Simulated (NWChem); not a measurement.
# C4H6 (Bicyclo[1.1.0]butane): levels of theory compared

Aim: a comparison of 6 runs (HF/STO-3G, PBE/cc-pVDZ, B3LYP/6-31G*, B3LYP/cc-pVDZ, PBE0/cc-pVDZ, r2SCAN/cc-pVDZ) of C4H6 (Bicyclo[1.1.0]butane). 

The results are computed with NWChem 7.3.0.

**1. The system as given**

The species is C4H6 (10 atoms), meant as a singlet with charge 0. As SMILES, `C1C2CC12`. Geometry: relaxed at PBE0-D4/def2-TZVP.

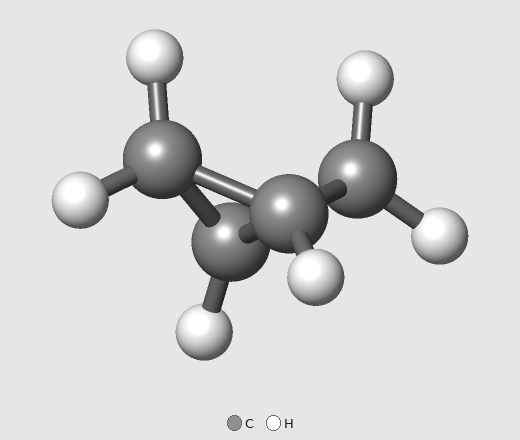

The structure, seen from a chosen angle (carbon grey, hydrogen white).

**2. Energy and forces at HF/STO-3G (run 1)**

input.nw

```
start input
memory 2200 mb
geometry units angstrom noautosym nocenter noautoz
C    -0.500360    0.926240   -0.506260
C    -0.480080   -0.553570   -0.339790
C     0.234320   -0.614330    0.965540
C     0.762290    0.222750   -0.147350
H    -0.581140    1.306650   -1.520300
H    -0.999060    1.537560    0.247130
H    -0.700790   -1.335320   -1.047900
H    -0.206710   -0.123920    1.834450
H     0.771970   -1.530770    1.190450
H     1.699560    0.164700   -0.675970
end
basis spherical bse
C library STO-3G
H library STO-3G
end
scf
nopen 0
rhf
thresh 1e-08
maxiter 80
print medium
end
task scf gradient
```

Launch:

```sh
$ nwchem input.nw > input.out
```

The log of the run:

```text
[...]
  functions       =    26
[...]
  wavefunction    = RHF
[...]
         Total SCF energy =   -152.999679639263
      One-electron energy =   -437.706742173633
      Two-electron energy =    167.739736652244
 Nuclear repulsion energy =    116.967325882125
        Time for solution =      1.1s
[...]
                         RHF ENERGY GRADIENTS
    atom               coordinates                        gradient
                 x          y          z           x          y          z
   1 C      -0.945543   1.750340  -0.956693    0.009587  -0.012809  -0.010165
   2 C      -0.907220  -1.046096  -0.642110   -0.004169   0.013001   0.015697
   3 C       0.442801  -1.160915   1.824606    0.006170  -0.005638  -0.017022
   4 C       1.440519   0.420936  -0.278451   -0.013205   0.007341   0.014281
   5 H      -1.098195   2.469210  -2.872950    0.000258   0.000241  -0.002740
   6 H      -1.887950   2.905567   0.467008   -0.000809   0.000068   0.004959
   7 H      -1.324301  -2.523389  -1.980244    0.004036  -0.000525  -0.002565
   8 H      -0.390625  -0.234175   3.466608   -0.002718   0.004072   0.001136
   9 H       1.458812  -2.892736   2.249624    0.001476  -0.002316  -0.000298
  10 H       3.211703   0.311238  -1.277398   -0.000627  -0.003435  -0.003283
[...]
```

Run time: 1.9 s. Hardware: 1 thread of Intel Xeon at 2.60GHz (Ice Lake), shared host; peak memory 0.098 GiB.

**3. Energy and forces at PBE/cc-pVDZ (run 2)**

run.py

```python
from ase import Atoms
from ase.calculators.nwchem import NWChem

atoms = Atoms('CCCCHHHHHH', positions=[
    [-0.500360, 0.926240, -0.506260],
    [-0.480080, -0.553570, -0.339790],
    [0.234320, -0.614330, 0.965540],
    [0.762290, 0.222750, -0.147350],
    [-0.581140, 1.306650, -1.520300],
    [-0.999060, 1.537560, 0.247130],
    [-0.700790, -1.335320, -1.047900],
    [-0.206710, -0.123920, 1.834450],
    [0.771970, -1.530770, 1.190450],
    [1.699560, 0.164700, -0.675970],
])

calc = NWChem(
    label='struct',
    theory='dft',
    memory='2200 mb',
    basis='cc-pVDZ',
    basispar='spherical bse',
    dft={'xc': 'xpbe96 cpbe96', 'mult': '1', 'grid': 'xfine', 'convergence': 'energy 1e-08', 'iterations': '100', 'mulliken': None, 'print': 'low'},
)
atoms.calc = calc

forces = atoms.get_forces()
print(f"energy = {atoms.get_potential_energy():.6f} eV")
print("forces (eV/A):")
for s, f in zip(atoms.symbols, forces):
    print(f"{s:2s} {f[0]:10.5f} {f[1]:10.5f} {f[2]:10.5f}")
```

Launch:

```sh
$ export ASE_NWCHEM_COMMAND="nwchem PREFIX.nwi > PREFIX.nwo"
$ python run.py
```

The log of the run:

```text
energy = -4237.947374 eV
forces (eV/A):
C    -0.11076    0.19366   -0.06741
C    -0.58889   -0.30812   -0.02880
C     0.02777   -0.09698    0.21042
C     0.52245    0.38664    0.14378
H    -0.04458    0.20739   -0.54605
H    -0.27367    0.33980    0.39528
H    -0.13123   -0.45102   -0.40659
H    -0.23238    0.25320    0.47797
H     0.28987   -0.49381    0.12388
H     0.54132   -0.03080   -0.30246
```

The calculator wrote struct.nwi:

```
title "struct"

permanent_dir struct

scratch_dir struct

start struct

geometry units angstrom nocenter noautosym noautoz
  C  -5.0036000000000003e-01 9.2623999999999995e-01 -5.0626000000000004e-01
  C  -4.8008000000000001e-01 -5.5357000000000001e-01 -3.3978999999999998e-01
  C  2.3432000000000000e-01 -6.1433000000000004e-01 9.6553999999999995e-01
  C  7.6229000000000002e-01 2.2275000000000000e-01 -1.4735000000000001e-01
  H  -5.8113999999999999e-01 1.3066500000000001e+00 -1.5203000000000000e+00
  H  -9.9905999999999995e-01 1.5375600000000000e+00 2.4712999999999999e-01
  H  -7.0079000000000002e-01 -1.3353200000000001e+00 -1.0479000000000001e+00
  H  -2.0671000000000000e-01 -1.2392000000000000e-01 1.8344499999999999e+00
  H  7.7197000000000005e-01 -1.5307700000000000e+00 1.1904500000000000e+00
  H  1.6995600000000000e+00 1.6470000000000001e-01 -6.7596999999999996e-01
end

memory 2200 mb

basis spherical bse noprint
   * library cc-pVDZ
end

dft
  xc xpbe96 cpbe96
  mult 1
  grid xfine
  convergence energy 1e-08
  iterations 100
  mulliken
  print low
end

task dft gradient
```

struct.nwo:

```text
Northwest Computational Chemistry Package (NWChem) 7.3.0
             --------------------------------------------------------

           Job information
           ---------------

    nwchem branch   = 7.3.0
    use scalapack   = T
    input           = struct.nwi
    prefix          = struct.
    data base       = struct/struct.db
    status          = startup
    nproc           =        1

           Memory information
           ------------------

[... 5 lines left out ...]
    hardfail = no
[... 37 lines left out ...]
            Nuclear Dipole moment (a.u.)
[... 103 lines left out ...]
         Total DFT energy =     -155.741694687700
[... 1 line left out ...]
           Coulomb energy =      190.620153062959
[... 1 line left out ...]
 Nuclear repulsion energy =      116.967325882125
[... 29 lines left out ...]
                         DFT ENERGY GRADIENTS

    atom               coordinates                        gradient
                 x          y          z           x          y          z
   1 C      -0.945543   1.750340  -0.956693    0.002154  -0.003766   0.001311
   2 C      -0.907220  -1.046096  -0.642110    0.011452   0.005992   0.000560
   3 C       0.442801  -1.160915   1.824606   -0.000540   0.001886  -0.004092
[... 6 lines of this table left out ...]
  10 H       3.211703   0.311238  -1.277398   -0.010527   0.000599   0.005882

 Task  times  cpu:       60.5s     wall:       60.5s
 Total times  cpu:       60.5s     wall:       60.5s
```

Run time: 62 s. Hardware: 1 thread of Intel Xeon at 2.60GHz (Ice Lake), shared host; peak memory 0.15 GiB.

**4. Energy and gradient at B3LYP/6-31G(d) (spherical functions) (run 3)**

nw.nw

```
echo
start nw
title "C4H6"
memory total 2200 mb

geometry units angstroms noautosym nocenter noautoz
 C     -0.500360     0.926240    -0.506260
 C     -0.480080    -0.553570    -0.339790
 C      0.234320    -0.614330     0.965540
 C      0.762290     0.222750    -0.147350
 H     -0.581140     1.306650    -1.520300
 H     -0.999060     1.537560     0.247130
 H     -0.700790    -1.335320    -1.047900
 H     -0.206710    -0.123920     1.834450
 H      0.771970    -1.530770     1.190450
 H      1.699560     0.164700    -0.675970
end

basis spherical bse
 * library 6-31G*
end

dft
 xc b3lyp
 grid xfine
 convergence energy 1e-08
 iterations 100
 mulliken
 noprint "final vectors analysis"
end

task dft gradient
```

Launch:

```sh
$ nwchem nw.nw > nw.out
```

The log of the run:

```text
[...]
          Wavefunction type:  closed shell.
          No. of atoms     :    10
          No. of electrons :    30
[...]
          Charge           :     0
          Spin multiplicity:     1
[...]
          AO basis - number of functions:    68
[...]
              XC Information
              --------------
                         B3LYP Method XC Potential
                     Hartree-Fock (Exact) Exchange  0.200
                        Slater Exchange Functional  0.800 local
                    Becke 1988 Exchange Functional  0.720 non-local
              Lee-Yang-Parr Correlation Functional  0.810
                  VWN I RPA Correlation Functional  0.190 local
[...]
 d= 0,ls=0.0,diis     1   -155.9048454971 -2.73D+02  8.68D-03  3.06D-01     3.8
[...]
 d= 0,ls=0.0,diis     7   -155.9449603874 -8.22D-09  1.03D-06  1.68D-09    23.0
         Total DFT energy =     -155.944960387392
      One electron energy =     -439.701564344501
           Coulomb energy =      190.785285165941
    Exchange-Corr. energy =      -23.996007090958
 Nuclear repulsion energy =      116.967325882125
[...]
      Total Density - Mulliken Population Analysis
     ---------------------------------------------
    Atom       Charge   Shell Charges
 -----------   ------   -------------------------------------------------------
    1 C    6     6.33   2.00  0.68  2.11  0.60  0.90  0.05
    2 C    6     6.09   2.00  0.68  2.12  0.53  0.72  0.05
    3 C    6     6.33   2.00  0.68  2.11  0.60  0.90  0.05
    4 C    6     6.09   2.00  0.68  2.12  0.53  0.72  0.05
    5 H    1     0.86   0.53  0.33
    6 H    1     0.86   0.53  0.33
    7 H    1     0.85   0.53  0.33
    8 H    1     0.86   0.53  0.33
    9 H    1     0.86   0.53  0.33
   10 H    1     0.86   0.53  0.33
[...]
  wavefunction    = closed shell
[...]
```

Run time: 29 s. Hardware: 1 thread of Intel Xeon at 2.60GHz (Ice Lake), shared host; peak memory 0.14 GiB.

Runs 4 to 5 aren't shown in full; the table further down has their settings and results.

**5. Energy and gradient at r2SCAN/cc-pVDZ (run 6)**

run.py

```python
from ase import Atoms
from ase.calculators.nwchem import NWChem

atoms = Atoms(['C', 'C', 'C', 'C', 'H', 'H', 'H', 'H', 'H', 'H'], positions=[
    [-0.500360, 0.926240, -0.506260],
    [-0.480080, -0.553570, -0.339790],
    [0.234320, -0.614330, 0.965540],
    [0.762290, 0.222750, -0.147350],
    [-0.581140, 1.306650, -1.520300],
    [-0.999060, 1.537560, 0.247130],
    [-0.700790, -1.335320, -1.047900],
    [-0.206710, -0.123920, 1.834450],
    [0.771970, -1.530770, 1.190450],
    [1.699560, 0.164700, -0.675970],
])

calc = NWChem(
    label='calc',
    theory='dft',
    memory='2200 mb',
    basis='cc-pVDZ',
    basispar='spherical bse',
    dft={'xc': 'r2scan', 'mult': '1', 'grid': 'xfine', 'convergence': 'energy 1e-08', 'iterations': '100', 'mulliken': None},
)
atoms.calc = calc

forces = atoms.get_forces()
e = atoms.get_potential_energy()
print(f"E = {e:.6f} eV")
print("forces (eV/A):")
for s, f in zip(atoms.symbols, forces):
    print(f"{s:2s} {f[0]:10.5f} {f[1]:10.5f} {f[2]:10.5f}")
print("dipole (e A):", atoms.get_dipole_moment().round(4))
```

Launch:

```sh
$ export ASE_NWCHEM_COMMAND="nwchem PREFIX.nwi > PREFIX.nwo"
$ python run.py
```

The log of the run:

```text
E = -4241.184892 eV
forces (eV/A):
C    -0.09040    0.15992   -0.06294
C    -0.40485   -0.19422   -0.00149
C     0.02684   -0.08613    0.17232
C     0.33964    0.27135    0.11431
H    -0.01897    0.11385   -0.33368
H    -0.16069    0.19494    0.25063
H    -0.05379   -0.28292   -0.26930
H    -0.14640    0.16486    0.27927
H     0.17792   -0.29887    0.06068
H     0.33064   -0.04278   -0.20985
dipole (e A): [ 0.0675 -0.0791 -0.1165]
```

The calculator wrote calc.nwi:

```
title "calc"

permanent_dir calc

scratch_dir calc

start calc

geometry units angstrom nocenter noautosym noautoz
  C  -5.0036000000000003e-01 9.2623999999999995e-01 -5.0626000000000004e-01
  C  -4.8008000000000001e-01 -5.5357000000000001e-01 -3.3978999999999998e-01
  C  2.3432000000000000e-01 -6.1433000000000004e-01 9.6553999999999995e-01
  C  7.6229000000000002e-01 2.2275000000000000e-01 -1.4735000000000001e-01
  H  -5.8113999999999999e-01 1.3066500000000001e+00 -1.5203000000000000e+00
  H  -9.9905999999999995e-01 1.5375600000000000e+00 2.4712999999999999e-01
  H  -7.0079000000000002e-01 -1.3353200000000001e+00 -1.0479000000000001e+00
  H  -2.0671000000000000e-01 -1.2392000000000000e-01 1.8344499999999999e+00
  H  7.7197000000000005e-01 -1.5307700000000000e+00 1.1904500000000000e+00
  H  1.6995600000000000e+00 1.6470000000000001e-01 -6.7596999999999996e-01
end

memory 2200 mb

basis spherical bse noprint
   * library cc-pVDZ
end

dft
  xc r2scan
  mult 1
  grid xfine
  convergence energy 1e-08
  iterations 100
  mulliken
end

task dft gradient
```

calc.nwo:

```text
Northwest Computational Chemistry Package (NWChem) 7.3.0
             --------------------------------------------------------

           Job information
           ---------------

    nwchem branch   = 7.3.0
    use scalapack   = T
    input           = calc.nwi
    prefix          = calc.
    data base       = calc/calc.db
    status          = startup
    nproc           =        1

           Memory information
           ------------------

[... 5 lines left out ...]
    hardfail = no
[... 114 lines left out ...]
  convergence criterion.
[... 38 lines left out ...]
          Spatial weights used:  Erf1
[... 32 lines left out ...]
 1-e energy   =    -435.840191
[... 44 lines left out ...]
           Coulomb energy =      190.555095603034
[... 673 lines left out ...]
          Convergence on density requested:  1.00D-05
[... 24 lines left out ...]
          total energy or number of iterations.
[... 36 lines left out ...]
                 ----------------------------------------
                 |  Time  |  1-e(secs)   |  2-e(secs)   |
                 ----------------------------------------
                 |  CPU   |       0.01   |       2.57   |
                 ----------------------------------------
                 |  WALL  |       0.01   |       2.57   |
                 ----------------------------------------

 Task  times  cpu:       68.4s     wall:       68.4s
 Total times  cpu:       68.4s     wall:       68.4s
```

Run time: 70 s. Hardware: 1 thread of Intel Xeon at 2.60GHz (Ice Lake), shared host; peak memory 0.15 GiB.

**6. The series**

```tsv
run	level	iteration cap	module	energy (Eh)	dipole moment (D)	HOMO energy (eV)	LUMO energy (eV)	wall time
1	HF/STO-3G	80	scf	-152.999680	0.65	-8.42	11.20	1.9 s
2	PBE/cc-pVDZ	100	dft	-155.741695	–	–	–	62 s
3	B3LYP/6-31G* (spherical functions)	100	dft	-155.944960	0.77	–	–	29 s
4	B3LYP/cc-pVDZ	100	dft	-155.953225	0.73	-6.69	1.91	50 s
5	PBE0/cc-pVDZ	100	dft	-155.770771	0.74	-6.92	2.25	50 s
6	r2SCAN/cc-pVDZ	100	dft	-155.860671	0.75	-5.93	1.94	70 s
```

**7. Results**

| quantity | value |
| --- | --- |
| run 6: total energy | -155.86067 Eh |
| run 6: dipole moment | 0.75 D |
| run 6: HOMO energy | -5.93 eV |
| run 6: LUMO energy | 1.94 eV |
| run 6: HOMO–LUMO gap | 7.87 eV |
| run 6: largest force on an atom | 0.450 eV/Å |

**Reading.** Over runs 1, 3, 4, 5, 6 the dipole moment (its size) runs from 0.65 D (HF/STO-3G) to 0.77 D (B3LYP/6-31G*). The two ends differ in method and basis. Over runs 1, 4, 5, 6 the HOMO–LUMO gap runs from 7.87 eV (r2SCAN/cc-pVDZ) to 19.62 eV (HF/STO-3G). Totals of different functionals can't be ranked against each other. In run 1 the basis is minimal, so the values are rough. All runs together took 4.4 min, the longest 70 s.
